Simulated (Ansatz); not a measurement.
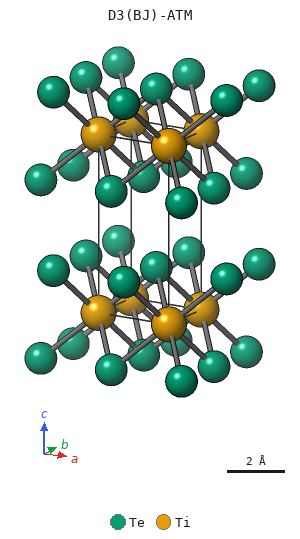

Solid TiTe2 (set up in P-3m1), relaxed (cell and atoms) with several dispersion corrections. The picture shows the result with D3(BJ)-ATM. A ball-and-stick model of the cell of the calculation, seen slightly off an axis.

Computed with Ansatz 0.2.0: PBE, Ansatz PAW. Settings: plane-wave cutoff 420 eV; k-point mesh 8 × 8 × 4; occupations fermi-dirac; smearing width 0.05 eV; no spin polarisation; cell and atoms relaxed; force threshold 0.01 eV/Å.

```tsv
dispersion correction	volume (Å³/atom)	a (Å)	c (Å)
D3(BJ)-ATM	25.405	3.715	6.378
none	27.855	3.788	6.724
D4	25.713	3.728	6.408
D3(BJ)	?	?	?
```

**Estimate the missing row from the others, and compare with the calculation.**

With D3(BJ) the volume is the smallest of the series, below D3(BJ)-ATM (25.405). The calculation gives 25.165 Å³/atom (a = 3.705 Å, c = 6.350 Å). In order of volume: D3(BJ) < D3(BJ)-ATM < D4 < none; the spread is 10.7 %.

Each member starts from this one structure; whether another phase lies lower wasn't checked.

Limits of the set-up: layers or molecules are held without a dispersion correction, so their spacing is unreliable.
